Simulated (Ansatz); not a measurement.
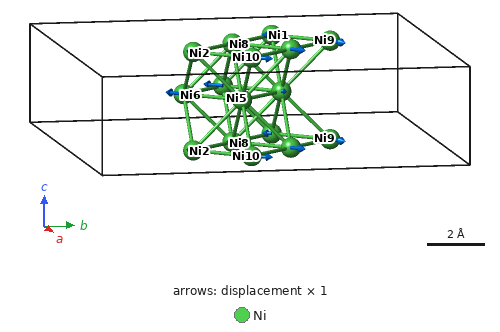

A relaxation of a wire of composition Ni. The starting structure is drawn; blue arrows show the displacements (the part carried along by the change of the cell is left out), at their true length.

A ball-and-stick model of the cell of the calculation, with the vacuum cut short, seen slightly off an axis.

Case: wire along [0 0 1], 10 atoms a period.

Level of theory: Ansatz, DFT PBE, scalar-relativistic, plane waves, PAW.

Input
```yaml
crystal:
  lattice:
    - [14.3, 0.0, 0.0]
    - [0.0, 14.6, 0.0]
    - [0.0, 0.0, 3.5184756903]
  atoms:
    - { symbol: Ni, position: [0.3154645617, 0.5602478714, 0.0], spin: 0.75 }
    - { symbol: Ni, position: [0.5615118128, 0.3192563858, 0.0], spin: 0.75 }
    - { symbol: Ni, position: [0.5615118128, 0.5602478714, 0.0], spin: 0.75 }
    - { symbol: Ni, position: [0.3154645617, 0.4397521286, 0.5], spin: 0.75 }
    - { symbol: Ni, position: [0.5615118128, 0.4397521286, 0.5], spin: 0.75 }
    - { symbol: Ni, position: [0.4384881872, 0.3192563858, 0.5], spin: 0.75 }
    - { symbol: Ni, position: [0.4384881872, 0.5602478714, 0.5], spin: 0.75 }
    - { symbol: Ni, position: [0.4384881872, 0.4397521286, 0.0], spin: 0.75 }
    - { symbol: Ni, position: [0.4384881872, 0.6807436142, 0.0], spin: 0.75 }
    - { symbol: Ni, position: [0.6845354383, 0.4397521286, 0.0], spin: 0.75 }
basis:
  ecutwfc: 420
kpoints:
  mp_grid: { grid: [1, 1, 15] }
hamiltonian:
  xc: pbe
scf:
  occupations: { method: gaussian, width: 0.05 }
output:
  forces: true
  stress: true
  eigenvalues: true
  populations: true
  write_density: true
  write_potential: true
  elf: true
  volumetric_format: npy
magnetization:
  spin_polarized: true
relax:
  adjacent_minimum: "off"
  f_tol: 0.02
  max_steps: 45
  cell: { fix: [a, b, alpha, beta, gamma], stress_tol: 0.03 }
```

Launched with:
```bash
ansatz run input.yaml --threads 4 --pin off --max-ram 11264MiB --backend cpu --events-out ev --progress --plain --runs-dir out
```

What did the optimiser do to the structure, and how much energy did it gain?

The largest moves relative to the layer's centre, 0.81 Å, are those of Ni4, Ni6, Ni9 and Ni10. Along the periodic axis the drawn cell goes c 3.518 → 2.409 Å (−31.5 %). Near-neighbour distances that change, for instance: Ni1–Ni9 2.488 → 3.640 Å, Ni10–Ni10 3.518 → 2.409 Å, Ni5–Ni6 2.488 → 3.506 Å, Ni4–Ni7 2.488 → 3.505 Å. Bonds break, among them: Ni1–Ni9 (2.49 → 3.64 Å), Ni2–Ni10 (2.49 → 3.64 Å), Ni3–Ni8 (2.49 → 3.39 Å), Ni4–Ni7 (2.49 → 3.50 Å). Bond angles that change, for instance: Ni4–Ni1–Ni7 60.0° → 93.3°, Ni8–Ni4–Ni8 90.0° → 58.6°, Ni1–Ni4–Ni8 120.0° → 88.7°. Over 12 accepted moves (15 points after the start) the energy falls by 3.054 eV per cell of the calculation. Largest force component: 1.3 eV/Å at the start, 0.0064 eV/Å at the end. The line search rejected the trial steps at points 11, 13 of the run. At 1 point the geometry stayed and the basis and grid were re-selected for the new cell (energy shift of 15.5 meV per cell of the calculation at most each time). Cost: 21 min on 4 threads of Arm Neoverse V2 (shared host), peak memory 2.3 GiB.
